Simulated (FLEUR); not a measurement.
## Energy of Nd along an even scaling of the cell

System: Nd (P6₃/mmc, 2 atoms in the cell).
Method: Kohn-Sham DFT of a periodic cell, LDA, all-electron, spin-polarised (FLEUR MaX-R8.1 (later development tree)).

The 5 runs differ only in the geometry, by an even scaling of the cell at fixed fractional positions. The structure derives from an entry of the Crystallography Open Database.

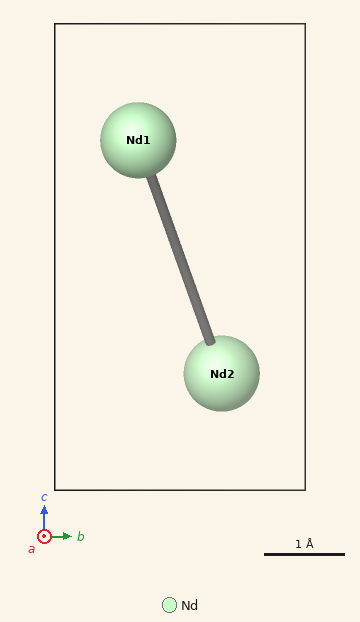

Figure 1. The structure of run 3 (ball-and-stick view of the cell of the calculation, along the a axis; atoms are numbered from 1 in the order of the input).

## Input of run 3
```
<?xml version="1.0" encoding="UTF-8" standalone="no"?>
<fleurInput fleurInputVersion="0.39">
   <comment>
      Nd                                                                                                  
   </comment>
   <calculationSetup>
      <cutoffs Kmax="4.1" Gmax="12.7" GmaxXC="12.7" numbands="0"/>
      <scfLoop itmax="60" minDistance="0.00001" maxIterBroyd="15" imix="Anderson" alpha="0.05" precondParam="0.0" spinf="2.0" sdNocoIR="T"/>
      <coreElectrons ctail="T" frcor="F" kcrel="0" coretail_lmax="0"/>
      <xcFunctional name="vwn" relativisticCorrections="F"/>
      <magnetism jspins="2"/>
      <soc l_soc="F" theta="0.0" phi="0.0" spav="F"/>
      <expertModes spex="0" secvar="F"/>
      <geometryOptimization l_f="F" forcealpha="1.0" forcemix="BFGS" epsdisp="0.00001" epsforce="0.00001"/>
      <ldaU l_linMix="F" mixParam="0.05" spinf="1.0"/>
   </calculationSetup>
   <cell>
      <bzIntegration valenceElectrons="28.0" mode="hist" fermiSmearingEnergy="0.00183747">
         <kPointListSelection listName="default-1"/>
         <!-- k-points included here -->
         <xi:include xmlns:xi="http://www.w3.org/2001/XInclude" href="kpts.xml"> </xi:include>
      </bzIntegration>
      <!-- symmetry operations included here -->
      <xi:include xmlns:xi="http://www.w3.org/2001/XInclude" href="sym.xml"> </xi:include>
      <bulkLattice scale="1.0">
         <bravaisMatrix>
            <row-1>    6.9107284376621996     0.0000000000000000     0.0000000000000000</row-1>
            <row-2>   -3.4553642188310998     5.9848663855960016     0.0000000000000000</row-2>
            <row-3>    0.0000000000000000     0.0000000000000000    11.1531635873891997</row-3>
         </bravaisMatrix>
      </bulkLattice>
   </cell>
   <atomSpecies>
      <species name="Neodymium 3.000" element="Nd" atomicNumber="60">
         <mtSphere radius="2.66" gridPoints="879" logIncrement="0.015"/>
         <atomicCutoffs lmax="11" lnonsphr="8"/>
         <electronConfig flipSpins="F">
            <coreConfig>(1s1/2) (2s1/2) (2p1/2) (2p3/2) (3s1/2) (3p1/2) (3p3/2) (4s1/2) (3d3/2) (3d5/2) (4p1/2) (4p3/2) (4d3/2) (4d5/2)</coreConfig>
            <valenceConfig>(5s1/2) (5p1/2) (5p3/2) (6s1/2) (4f5/2) (4f7/2)</valenceConfig>
            <stateOccupation state="(4f5/2)" spinUp="1.2142857142857" spinDown="0.5"/>
            <stateOccupation state="(4f7/2)" spinUp="2.2857142857143" spinDown="0.0"/>
         </electronConfig>
         <energyParameters s="6" p="5" d="5" f="4"/>
         <lo type="SCLO" l="0" n="5" eDeriv="0"/>
         <lo type="HELO" l="1" n="6" eDeriv="0"/>
         <lo type="HELO" l="1" n="6" eDeriv="1"/>
         <lo type="SCLO" l="2" n="5" eDeriv="2"/>
         <lo type="SCLO" l="3" n="4" eDeriv="2"/>
      </species>
   </atomSpecies>
   <atomGroups>
      <atomGroup species="Neodymium 3.000">
         <relPos label="                   1">-1.000/3.000 1.000/3.000 -1.000/4.000</relPos>
         <relPos label="                   2">1.000/3.000 -1.000/3.000 1.000/4.000</relPos>
         <force calculate="T" relaxXYZ="TTT"/>
      </atomGroup>
   </atomGroups>
   <output dos="F" band="F" slice="F">
      <checks vchk="F" cdinf="F"/>
      <bandDOS minEnergy="-.5*Htr" maxEnergy="0.5*Htr" sigma="0.015" storeEVData="T"/>
      <vacuumDOS vacdos="F" integ="F" star="F" nstars="0" locx1="0.0" locy1="0.0" locx2="0.0" locy2="0.0" nstm="0" tworkf="0.0"/>
      <unfoldingBand unfoldBand="F" supercellX="1" supercellY="1" supercellZ="1"/>
      <plotting iplot="0" polar="F">
         <plot TwoD="T" vec1="  1.0  0.0  0.0" vec2="  0.0  1.0  0.0" vec3="  0.0  0.0  1.0" zero="  0.0  0.0  0.0" file="plot"/>
      </plotting>
      <chargeDensitySlicing numkpt="0" minEigenval="0.0" maxEigenval="0.0" nnne="0" pallst="F"/>
      <specialOutput eonly="F"/>
      <moessbauerParams electricFieldGradient="T" isomerShift="T" coreHyperfine="T" valenceHyperfine="T"/>
      <magneticCircularDichroism mcd="F" energyLo="-10.0" energyUp="0.0"/>
   </output>
  <!-- We include the file relax.xml here to enable relaxations (see documentation) -->
  <xi:include xmlns:xi="http://www.w3.org/2001/XInclude" href="relax.xml"> <xi:fallback/> </xi:include>
</fleurInput>
```

Run 2 has the same physical settings and fractional positions; its lattice vectors (Å) are:
```
   3.607575    0.000000    0.000000
  -1.803788    3.124252    0.000000
   0.000000    0.000000    5.822233
```

## Results, with one run withheld

```csv
run,volume per atom (Å³),"free energy per atom, from the lowest run given (meV)"
1,32.128,0.00
2,32.811,?
3,34.178,62.38
4,35.545,107.68
5,36.229,131.25
```

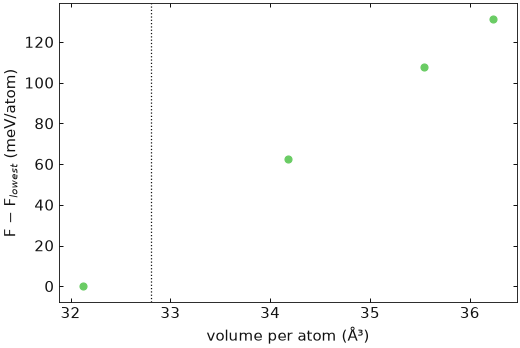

Figure 2. Free energy per atom of the runs given; the dotted line marks run 2.

What should run 2 give?

A quadratic polynomial in V^(−2/3) (the Birch–Murnaghan form), fitted to the 4 runs given, misses them by at most 0.03 meV per atom. With x = V^(−2/3) − 0.09443 Å⁻², it reads F = 71.563 − 17873 x + 4.5074e+05 x² (meV per atom). At run 2 it gives 19.87 meV per atom, and the run itself gives 19.89. The fit has no minimum inside this range.

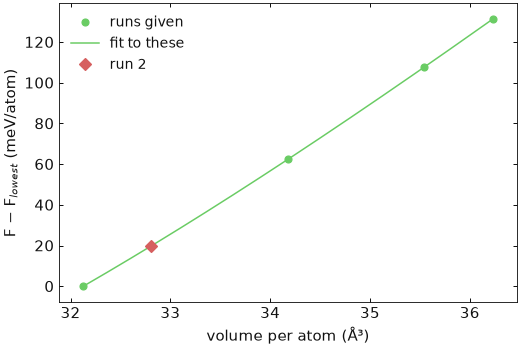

Figure 3. The fit and the withheld run.

## Output (run 2)
```
Welcome to FLEUR        (www.flapw.de)
      MaX-Release 8.1          (www.max-centre.eu)

 ========== k-point set info ==========
 Selected k-point list: default-1
 k-point list type: mesh
 8 x 8 x 5
 Number of k points: 30

 ------------Calculation Setup---------------------------
 Number of MPI-tasks      :            1
 Number of PE/node        :            1
 Number of OMP-threads    :            1
 Most efficient MPI parallelization for:
           1           2           3           5           6          10          15          30
 Additional eigenvalue parallelization possible
 Number of basis functions:          607
 Approximate size of matrices (H+S) per k-point:         0.005 GB
 --------------------------------------------------------

 Iteration:     1   Distance:      75.17513253 me/bohr^3

 Iteration:     2   Distance:      35.76843884 me/bohr^3

 Iteration:     3   Distance:      24.66298212 me/bohr^3

 Iteration:     4   Distance:      13.49147919 me/bohr^3

 Iteration:     5   Distance:      19.77111982 me/bohr^3

 Iteration:     6   Distance:       9.21754595 me/bohr^3

 Iteration:     7   Distance:       4.82308444 me/bohr^3

 Iteration:     8   Distance:       5.83121922 me/bohr^3

 Iteration:     9   Distance:       6.09245714 me/bohr^3

 Iteration:    10   Distance:       4.30116903 me/bohr^3

 Iteration:    11   Distance:       3.43916122 me/bohr^3

 Iteration:    12   Distance:       3.03109230 me/bohr^3

 Iteration:    13   Distance:       2.89158265 me/bohr^3

 Iteration:    14   Distance:       1.79069464 me/bohr^3

 Iteration:    15   Distance:       0.85242846 me/bohr^3

 Iteration:    16   Distance:       0.46168422 me/bohr^3

 Iteration:    17   Distance:       0.32075304 me/bohr^3

 Iteration:    18   Distance:       0.20488890 me/bohr^3

 Iteration:    19   Distance:       0.23082206 me/bohr^3

 Iteration:    20   Distance:       0.17066887 me/bohr^3

 Iteration:    21   Distance:       0.02622914 me/bohr^3

 Iteration:    22   Distance:       0.02867425 me/bohr^3

 Iteration:    23   Distance:       0.01431548 me/bohr^3

 Iteration:    24   Distance:       0.00981101 me/bohr^3

 Iteration:    25   Distance:       0.00300323 me/bohr^3

 Iteration:    26   Distance:       0.00105797 me/bohr^3

 Iteration:    27   Distance:       0.00017686 me/bohr^3

 Iteration:    28   Distance:       0.00016307 me/bohr^3

 Iteration:    29   Distance:       0.00006346 me/bohr^3

 Iteration:    30   Distance:       0.00005860 me/bohr^3

 Iteration:    31   Distance:       0.00005590 me/bohr^3

 Iteration:    32   Distance:       0.00004377 me/bohr^3

 Iteration:    33   Distance:       0.00002238 me/bohr^3

 Iteration:    34   Distance:       0.00000375 me/bohr^3

 ********************************************************************
 Run finished successfully
 Stop message:
   all done
 ********************************************************************
```
